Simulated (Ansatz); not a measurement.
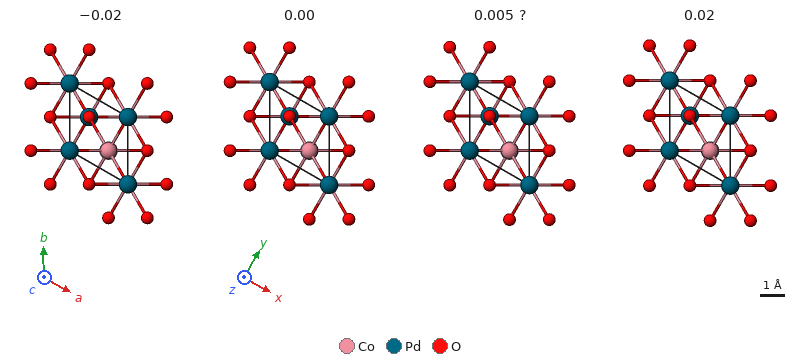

Energy scan for a crystal of CoPdO$_{2}$ (R-3m), in which the cell is strained equally along x and y, with the atoms kept at their fractional coordinates. x, y and z are the Cartesian axes of the input. Style: ball-and-stick. Shown: the conventional cell (3 times the calculation's cell), along the c axis. Lengths and directions refer to the drawn axes.

Theory: DFT PBE, scalar-relativistic, plane waves, PAW (Ansatz). Set-up: plane-wave cutoff 420 eV; k-point mesh 18 × 18 × 18; occupations gaussian; smearing width 0.15 eV; no spin polarisation. Energies (free energies at the smearing named) are counted from the relaxed crystal.

```tsv
strain	ΔE (meV/atom)
−0.020	13.0
−0.015	7.2
−0.010	3.2
0.000	0.0
0.005	?
0.015	6.4
0.020	11.3
```

One row is withheld. What is its energy?

Answer. A straight line between the two neighbours gives 2.1 meV/atom. A cubic through the four nearest rows (−0.010, 0.000, 0.015, 0.020) gives, with Lagrange weights, (−0.1000)(3.2) + (0.7500)(0.0) + (0.6000)(6.4) + (−0.2500)(11.3) = 0.7 meV/atom. The calculation gives 0.7 meV/atom, so the cubic is right to the digits shown and the straight line 1.4 meV/atom too high, as the curve bends upwards here.

The whole profile:

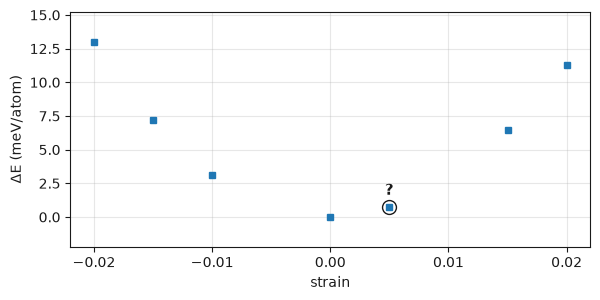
